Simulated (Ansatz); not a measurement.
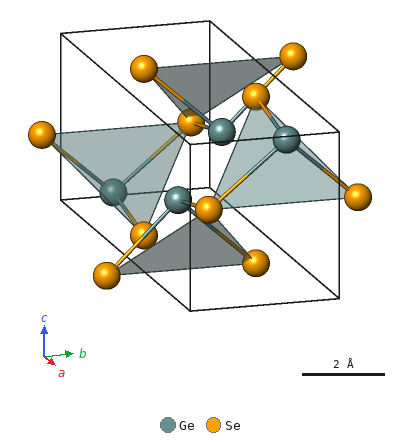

*The input geometry (polyhedral view of the cell of the calculation, seen slightly off an axis; polyhedra are completed across the faces of the cell). An atom can appear more than once, as a periodic image.*

# Geometry relaxation, with input and output: GeSe (part 1 of 2)

- system: GeSe (Pnma, 8 atoms in the cell)
- method: DFT PBEsol, scalar-relativistic, plane waves, PAW, no spin polarisation (Ansatz 0.2.0)

The structure derives from an entry of the Crystallography Open Database.

## Output
```
Engine: ansatz 0.2.0, aarch64-unknown-linux-gnu
Pseudopotentials: kind: paw
Pseudopotential: Ge, paw, valence charge 14, recommended cutoff 420 eV (normal), Ge.paw.azcp
Pseudopotential: Se, paw, valence charge 16, recommended cutoff 420 eV (normal), Se.paw.azcp
Functional definition: PBEsol
  exchange = pbesol_x
  correlation = pbesol_c
Crystal: 8 atoms, lattice volume = 175.966 Å³
Basis set: ecut = 420 eV, 3445 PW (Γ), exchange–correlation on 144×54×60 points (8 copies of the dense FFT grid, shifted against one another)
Bands: 72, of which v1, the nominal top of the filled ones, is band 60 counted from 1 (59 counted from 0)
Symmetry: 8 space group operations
Space group: Pnma (ITA 62), of the structure as read, at distance tolerance 5.6e-5 Å
k-points: 90 of 320
Non-local potential: Ge, projectors of the file, l = 0: 2, l = 1: 2, l = 2: 3, l = 3: 1
Non-local potential: Se, projectors of the file, l = 0: 2, l = 1: 2, l = 2: 3, l = 3: 1
PAW form: soft (Blöchl's): semilocal exchange-correlation on the pseudo side does not see the compensation charge
PAW frozen core: Ge, regenerated for the run's functional, and the local potential with it (the file was generated under x = pbe(κ = 0.804, μ = 0.2195149727645171), c = pbe(β = 0.06672455060314922))
PAW frozen core: Se, regenerated for the run's functional, and the local potential with it (the file was generated under x = pbe(κ = 0.804, μ = 0.2195149727645171), c = pbe(β = 0.06672455060314922))
PAW one-centre angular grid: Ge, 590 points (default); XC on 64 Gauss nodes
PAW one-centre angular grid: Se, 590 points (default); XC on 64 Gauss nodes
Initial density: superposition of atomic densities (neutral atoms: chi_scale 0, normalization atom), corrected by the library's trained network
Initial wavefunctions: pseudopotential atomic-orbital guess
Functional: x = pbesol(κ = 0.804, μ = 0.12345679012345678), c = pbesol(β = 0.046)
SCF iter   1: F=—  HF=-38712.687046 eV  |F-HF|=—  |Δ(HF+E_count)|=         —  Δρ=2.50e-3  dr2=1.65e-2  ethr=1.77e-3  ⟨swp⟩=6.1  Hψ=22405  notcnv=0  defer=4
preconditioner: auto → Resta (q_TF=auto, 2.560 Å⁻¹)  ε∞=2.8  [insulator: Δε(μ)=0.373 eV  Ē_g=18.688 eV  σ=0.020 eV  W_gap=1.00  n_scr=56 (ndim 8)  ℏωp=25.0 eV  f_vac=0.000  D(μ)=0.00/eV (n_scr^D=0)  ε∞_Penn≈2.8]
SCF iter   2: F=—  HF=-38712.680127 eV  |F-HF|=—  |Δ(HF+E_count)|=   6.92e-3  Δρ=1.37e-3  dr2=4.49e-3  ethr=1.38e-5  ⟨swp⟩=2.0  Hψ=9938  notcnv=0  defer=515
SCF iter   3: F=—  HF=-38712.679444 eV  |F-HF|=—  |Δ(HF+E_count)|=   6.83e-4  Δρ=3.32e-4  dr2=2.24e-4  ethr=3.74e-6  ⟨swp⟩=3.0  Hψ=10114  notcnv=0  defer=515
SCF iter   4: F=—  HF=-38712.679461 eV  |F-HF|=—  |Δ(HF+E_count)|=   1.72e-5  Δρ=1.60e-4  dr2=2.42e-5  ethr=1.87e-7  ⟨swp⟩=2.0  Hψ=9565  notcnv=0  defer=515
SCF iter   5: F=—  HF=-38712.679408 eV  |F-HF|=—  |Δ(HF+E_count)|=   5.27e-5  Δρ=3.60e-5  dr2=1.57e-6  ethr=2.02e-8  ⟨swp⟩=2.0  Hψ=9565  notcnv=0  defer=515
SCF iter   6: F=—  HF=-38712.679387 eV  |F-HF|=—  |Δ(HF+E_count)|=   2.15e-5  Δρ=1.13e-5  dr2=1.53e-7  ethr=1.30e-9  ⟨swp⟩=2.0  Hψ=11228  notcnv=0  defer=515
SCF iter   7: F=-38712.679387 eV  HF=-38712.679387 eV  |F-HF|=4.29e-10  |Δ(HF+E_count)|=   6.34e-8  Δρ=1.83e-6  dr2=4.92e-9  ethr=8.33e-11  ⟨swp⟩=7.9  Hψ=27743  notcnv=0
SCF 1 converged in 7 iterations: F = -38712.679387 eV  dr2 = 4.92e-9
  greatest PAW one-centre occupation: 1.000 electrons in one spin orbital (limit 2), on the Se atom at site 6 (counted from 0), in its partial waves of l = 2
relax step   1: F+E_penalty+E_count = -38712.67938680 eV  Δ(F+E_penalty+E_count) = +0.000e0 eV  max|allowed force component| = 2.457e-3 eV/Å  Δτ_max = 0.0000 Å  P = +0.023 GPa  Ω = 175.966 Å³  (7 SCF iters, dr2 threshold 1.00e-7 eV, accepted)
Crystal: 8 atoms, lattice volume = 176.317 Å³
Basis set: ecut = 420 eV, 3477 PW (Γ), exchange–correlation on 144×54×60 points (8 copies of the dense FFT grid, shifted against one another)
Initial density: handed on by an earlier stage of this run
Initial wavefunctions: those handed on with the density
iter 1 solved again at ethr=2.00e-7 eV; its pass at ethr=3.10e-3 eV (dr2=2.40e-4 eV) is discarded
SCF iter   1: F=—  HF=-38712.679443 eV  |F-HF|=—  |Δ(HF+E_count)|=         —  Δρ=4.79e-4  dr2=2.30e-4  ethr=2.00e-7  ⟨swp⟩=2.0  Hψ=26423  notcnv=0
preconditioner: auto → Resta (q_TF=auto, 2.559 Å⁻¹)  ε∞=2.8  [insulator: Δε(μ)=0.420 eV  Ē_g=18.720 eV  σ=0.020 eV  W_gap=1.00  n_scr=56 (ndim 8)  ℏωp=25.0 eV  f_vac=0.000  D(μ)=0.00/eV (n_scr^D=0)  ε∞_Penn≈2.8]
SCF iter   2: F=—  HF=-38712.679382 eV  |F-HF|=—  |Δ(HF+E_count)|=   6.12e-5  Δρ=2.28e-4  dr2=4.61e-5  ethr=1.92e-7  ⟨swp⟩=2.1  Hψ=10059  notcnv=0
SCF iter   3: F=—  HF=-38712.679347 eV  |F-HF|=—  |Δ(HF+E_count)|=   3.48e-5  Δρ=3.37e-5  dr2=1.51e-6  ethr=3.84e-8  ⟨swp⟩=2.0  Hψ=10080  notcnv=0
SCF iter   4: F=—  HF=-38712.679348 eV  |F-HF|=—  |Δ(HF+E_count)|=   8.01e-7  Δρ=8.13e-6  dr2=7.68e-8  ethr=1.26e-9  ⟨swp⟩=2.0  Hψ=10080  notcnv=0
iter 5 did not close the SCF: its close was put off for the readings that it lacked (scf_convergence_deferred on its scf_iter line)
SCF iter   5: F=-38712.679348 eV  HF=-38712.679348 eV  |F-HF|=3.12e-9  |Δ(HF+E_count)|=   1.14e-7  Δρ=2.40e-6  dr2=8.09e-9  ethr=6.40e-11  ⟨swp⟩=2.0  Hψ=11880  notcnv=0
SCF iter   6: F=-38712.679348 eV  HF=-38712.679348 eV  |F-HF|=5.24e-10  |Δ(HF+E_count)|=  2.26e-10  Δρ=4.39e-7  dr2=4.45e-10  ethr=6.74e-12  ⟨swp⟩=2.7  Hψ=22985  notcnv=0
SCF 2 converged in 6 iterations: F = -38712.679348 eV  dr2 = 4.45e-10
relax step   2: F+E_penalty+E_count = -38712.67934769 eV  Δ(F+E_penalty+E_count) = +3.912e-5 eV  max|allowed force component| = 3.736e-3 eV/Å  Δτ_max = 0.0072 Å  P = -0.030 GPa  Ω = 176.317 Å³  energy of the carried Pulay correction = -4.757e-5 eV  (6 SCF iters, dr2 threshold 8.33e-9 eV, accepted)
Crystal: 8 atoms, lattice volume = 176.182 Å³
Basis set: ecut = 420 eV, 3461 PW (Γ), exchange–correlation on 144×54×60 points (8 copies of the dense FFT grid, shifted against one another)
iter 1 solved again at ethr=9.66e-8 eV; its pass at ethr=3.10e-3 eV (dr2=1.16e-4 eV) is discarded
SCF iter   1: F=—  HF=-38712.679479 eV  |F-HF|=—  |Δ(HF+E_count)|=         —  Δρ=3.37e-4  dr2=1.15e-4  ethr=9.66e-8  ⟨swp⟩=2.5  Hψ=24503  notcnv=0
preconditioner: auto → Resta (q_TF=auto, 2.559 Å⁻¹)  ε∞=2.8  [insulator: Δε(μ)=0.413 eV  Ē_g=18.720 eV  σ=0.020 eV  W_gap=1.00  n_scr=56 (ndim 8)  ℏωp=25.0 eV  f_vac=0.000  D(μ)=0.00/eV (n_scr^D=0)  ε∞_Penn≈2.8]
SCF iter   2: F=—  HF=-38712.679450 eV  |F-HF|=—  |Δ(HF+E_count)|=   2.97e-5  Δρ=1.59e-4  dr2=2.26e-5  ethr=9.54e-8  ⟨swp⟩=2.2  Hψ=10010  notcnv=0
SCF iter   3: F=—  HF=-38712.679420 eV  |F-HF|=—  |Δ(HF+E_count)|=   3.00e-5  Δρ=2.41e-5  dr2=7.80e-7  ethr=1.89e-8  ⟨swp⟩=2.0  Hψ=10039  notcnv=0
SCF iter   4: F=—  HF=-38712.679420 eV  |F-HF|=—  |Δ(HF+E_count)|=   3.68e-7  Δρ=6.84e-6  dr2=5.78e-8  ethr=6.50e-10  ⟨swp⟩=2.0  Hψ=10080  notcnv=0
iter 5 did not close the SCF: its close was put off for the readings that it lacked (scf_convergence_deferred on its scf_iter line)
SCF iter   5: F=-38712.679420 eV  HF=-38712.679420 eV  |F-HF|=1.44e-9  |Δ(HF+E_count)|=   7.66e-8  Δρ=1.83e-6  dr2=4.65e-9  ethr=4.82e-11  ⟨swp⟩=2.0  Hψ=10080  notcnv=0
SCF iter   6: F=-38712.679420 eV  HF=-38712.679420 eV  |F-HF|=2.18e-10  |Δ(HF+E_count)|=  1.38e-10  Δρ=2.72e-7  dr2=1.26e-10  ethr=3.88e-12  ⟨swp⟩=2.4  Hψ=22627  notcnv=0
SCF 3 converged in 6 iterations: F = -38712.679420 eV  dr2 = 1.26e-10
  greatest PAW one-centre occupation: 1.000 electrons in one spin orbital (limit 2), on the Se atom at site 7 (counted from 0), in its partial waves of l = 2
relax step   3: F+E_penalty+E_count = -38712.67942003 eV  Δ(F+E_penalty+E_count) = -7.234e-5 eV  max|allowed force component| = 1.877e-3 eV/Å  Δτ_max = 0.0045 Å  P = -0.014 GPa  Ω = 176.182 Å³  energy of the carried Pulay correction = -2.938e-5 eV  (6 SCF iters, dr2 threshold 1.38e-8 eV, accepted)
Initial wavefunctions: pseudopotential atomic-orbital guess (no wavefunctions were taken with the density)
iter 1 solved again at ethr=1.46e-7 eV; its pass at ethr=3.10e-3 eV (dr2=1.76e-4 eV) is discarded
SCF iter   1: F=—  HF=-38712.679122 eV  |F-HF|=—  |Δ(HF+E_count)|=         —  Δρ=2.14e-4  dr2=1.67e-6  ethr=1.46e-7  ⟨swp⟩=3.0  Hψ=38718  notcnv=0
preconditioner: auto → Resta (q_TF=auto, 2.559 Å⁻¹)  ε∞=2.8  [insulator: Δε(μ)=0.413 eV  Ē_g=18.721 eV  σ=0.020 eV  W_gap=1.00  n_scr=56 (ndim 8)  ℏωp=25.0 eV  f_vac=0.000  D(μ)=0.00/eV (n_scr^D=0)  ε∞_Penn≈2.8]
SCF iter   2: F=—  HF=-38712.679377 eV  |F-HF|=—  |Δ(HF+E_count)|=   2.56e-4  Δρ=1.08e-4  dr2=4.25e-7  ethr=1.39e-9  ⟨swp⟩=1.9  Hψ=8769  notcnv=0
SCF iter   3: F=—  HF=-38712.679450 eV  |F-HF|=—  |Δ(HF+E_count)|=   7.22e-5  Δρ=6.93e-7  dr2=7.68e-10  ethr=3.54e-10  ⟨swp⟩=1.1  Hψ=6491  notcnv=0
iter 4 did not close the SCF: its close was put off for the readings that it lacked (scf_convergence_deferred on its scf_iter line)
SCF iter   4: F=-38712.679450 eV  HF=-38712.679450 eV  |F-HF|=1.46e-11  |Δ(HF+E_count)|=  1.31e-10  Δρ=1.82e-7  dr2=4.74e-11  ethr=1.00e-12  ⟨swp⟩=2.0  Hψ=11880  notcnv=0
iter 5 did not close the SCF: its close was put off for the readings that it lacked (scf_convergence_deferred on its scf_iter line)
SCF iter   5: F=-38712.679450 eV  HF=-38712.679450 eV  |F-HF|=7.28e-12  |Δ(HF+E_count)|=  1.46e-11  Δρ=7.05e-8  dr2=7.14e-12  ethr=1.00e-12  ⟨swp⟩=1.0  Hψ=6480  notcnv=0
iter 6 did not close the SCF: its close was put off for the readings that it lacked (scf_convergence_deferred on its scf_iter line)
SCF iter   6: F=-38712.679450 eV  HF=-38712.679450 eV  |F-HF|=7.28e-12  |Δ(HF+E_count)|=  7.28e-12  Δρ=2.71e-8  dr2=1.11e-12  ethr=1.00e-12  ⟨swp⟩=1.0  Hψ=6480  notcnv=0
iter 7 did not close the SCF: its close was put off for the readings that it lacked (scf_convergence_deferred on its scf_iter line)
SCF iter   7: F=-38712.679450 eV  HF=-38712.679450 eV  |F-HF|=7.28e-12  |Δ(HF+E_count)|=    0.00e0  Δρ=9.54e-9  dr2=1.97e-13  ethr=1.00e-12  ⟨swp⟩=1.0  Hψ=6480  notcnv=0
SCF iter   8: F=-38712.679450 eV  HF=-38712.679450 eV  |F-HF|=7.28e-12  |Δ(HF+E_count)|=  7.28e-12  Δρ=3.81e-9  dr2=2.79e-14  ethr=1.00e-12  ⟨swp⟩=1.0  Hψ=13336  notcnv=0
SCF 4 converged in 8 iterations: F = -38712.679450 eV  dr2 = 2.79e-14
relax step   4: F+E_penalty+E_count = -38712.67944968 eV  Δ(F+E_penalty+E_count) = -2.966e-5 eV  max|allowed force component| = 1.876e-3 eV/Å  Δτ_max = 0.0000 Å  P = -0.014 GPa  Ω = 176.182 Å³  stress off target by 3.33e-2 GPa  SCF on the basis re-selected at this cell (its energy is not comparable with the rows above)  (8 SCF iters)
```

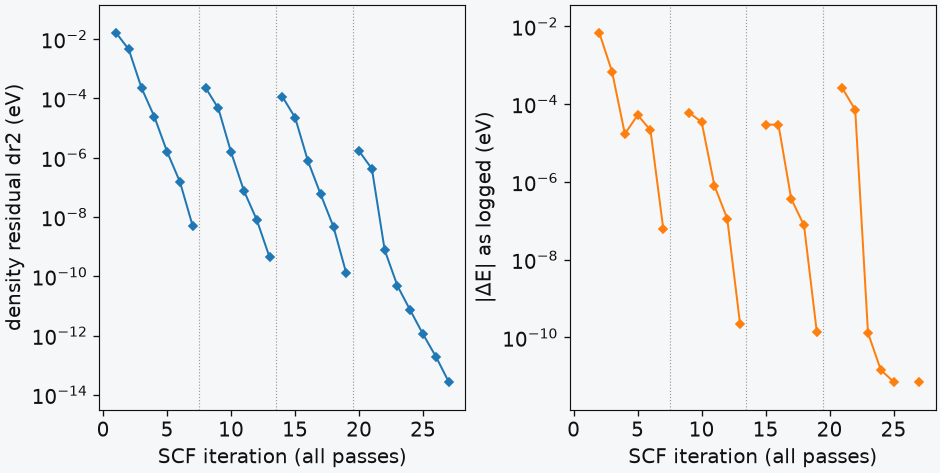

*Convergence of the self-consistent field: density residual dr2 and size of the energy change against the SCF iteration. The dotted lines part the SCF passes of the relaxation: geometry steps, rejected trials and re-solves on a re-selected basis.*

The passes take 7, 6, 6 and 8 iterations.

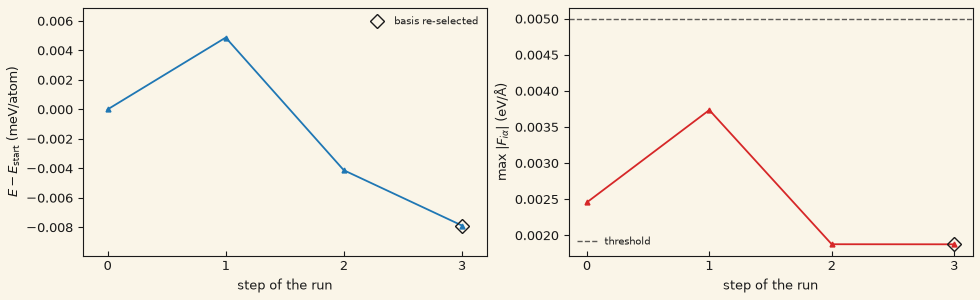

*Progress of the relaxation, step by step (the first geometry is step 0 here and step 1 in the log).*

The atoms keep their places relative to the cell (all moves are under 0.005 Å). Cell: a 10.714 → 10.711 Å (0.0 %), b stays at 3.854 Å, c 4.262 → 4.267 Å (+0.1 %). Volume +0.1 %. The space group stays Pnma (No. 62). Over 2 geometry steps the energy falls by next to nothing (0.0 meV per atom). Largest force component: 0.0025 eV/Å at the start, 0.0019 eV/Å at the end. The pressure goes from 0.02 to −0.01 GPa. A last SCF at the same geometry on a re-selected plane-wave basis shifts the energy by next to nothing (0.0 meV per atom).

```
basis re-selected at this cell: Δ(F+E_penalty+E_count) = -2.966e-5 eV, ΔP = -0.000 GPa vs the last step (what re-selecting the basis moved, of the pressure what is left beyond the Pulay correction that the steps carried, after the strain that the cell walked since its last selection, with what the two solves' SCF thresholds leave and, on support functions, any second-order correction that the steps lacked; it is no measure of the basis error at this ecutwfc). This SCF's stress stands 3.33e-2 GPa from its target on what of the cell is left free (relax.cell.stress_tol is 5.00e-2 GPa) and its largest allowed force component is 1.88e-3 eV/Å (relax.f_tol is 5.00e-3 eV/Å): within both
SCF converged after 8 iterations
Free energy (F): -38712.679450 eV
Harris-Foulkes:  -38712.679450 eV  (|F-HF|=7.28e-12)
Internal energy: -38712.679450 eV  (E = F + TS)
E sigma→0 (E₀):  -38712.679450 eV
Fermi energy:    9.403284 eV
--- Per-component energies (eV) ---
  E_band       = -2029.066159
  E_kinetic    = 913.419557
  E_local      = -18337.391318  (includes V_loc(G=0)·N_el)
  E_nonlocal   = -706.414040
  E_hartree    = 8549.412324
  E_xc         = -713.081490
  E_vxc        = -650.395761  (∫ρ·V_xc dr)
  E_paw        = -15369.005941  (= ΣΔE_a)
  E_vpaw       = -347.107988  (= ΣTr[D̂ρ^β])
  E_aug_tail   = -0.001266  (compensation charges beyond the density's cutoff)
  E_ewald      = -13057.322822
  E_core_change = 7.705547  (= ΣΔE_core)
  E_smearing   = -0.000000  (= −TS)
  E_closure    = 0.000000  (closes the sum)
  Σ components = -38712.679450   (vs F -38712.679450, Δ=0.00e0)
```
